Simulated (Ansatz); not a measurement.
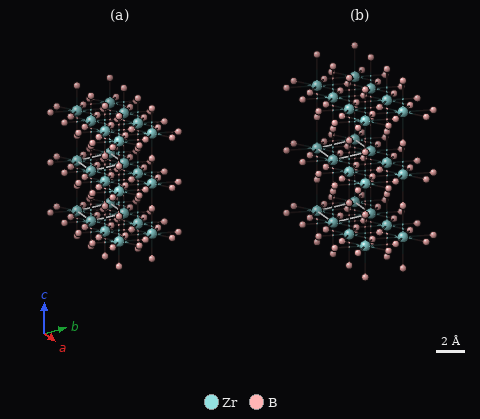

The structure of crystalline ZrB$_{3}$ (a generated structure, set up in P6/mmm) (coarse preliminary run) before (left) and after (right) a relaxation, at one scale.

A ball-and-stick model of the cell of the calculation, repeated 3 × 1 × 2 with one cell outlined, seen slightly off an axis.

Theory: DFT PBE, scalar-relativistic, plane waves, PAW (Ansatz).

Input file:
```yaml
crystal:
  lattice:
    - [3.49824101, 0.0, 0.0]
    - [-1.74912051, 3.02956558, 0.0]
    - [0.0, 0.0, 3.73558815]
  atoms:
    - { symbol: Zr, position: [0.0, 0.0, 0.0] }
    - { symbol: B, position: [0.0, 0.0, 0.5] }
    - { symbol: B, position: [0.33333333, 0.66666667, 0.0] }
    - { symbol: B, position: [0.66666667, 0.33333333, 0.0] }
basis:
  ecutwfc: 420
kpoints:
  mp_grid: { grid: [6, 6, 6] }
hamiltonian:
  xc: pbe
scf:
  occupations: { method: gaussian, width: 0.1 }
  lower_state_search: "off"
output:
  forces: true
  stress: true
  eigenvalues: true
relax:
  adjacent_minimum: "off"
  f_tol: 0.04
  max_steps: 70
  cell: { stress_tol: 0.4 }
```

Run as
```bash
ansatz run input.yaml --threads 1 --pin off --max-ram 2048MiB --backend cpu --events-out ev --progress --plain --runs-dir out
```

What changed between the two?

Answer. The atoms keep their places relative to the cell (all moves are under 0.005 Å). Cell: a = b 3.498 → 4.015 Å (+14.8 %), c 3.736 → 4.663 Å (+24.8 %). Volume +64.4 %. Near-neighbour distances that change, for instance: Zr1–Zr1 3.498 → 4.015 Å, Zr1–B2 1.868 → 2.331 Å, Zr1–B3 2.020 → 2.318 Å. The space group stays P6/mmm (No. 191). After 8 accepted moves (10 points after the start) the energy has fallen by 1255 meV per atom. All forces vanish by symmetry, so only the cell relaxes. Pressure: 91.34 GPa at the start and 0.01 GPa at the end. At 2 points the geometry stayed and the basis and grid were re-selected for the new cell (energy shift of 30.4 meV per atom at most each time).
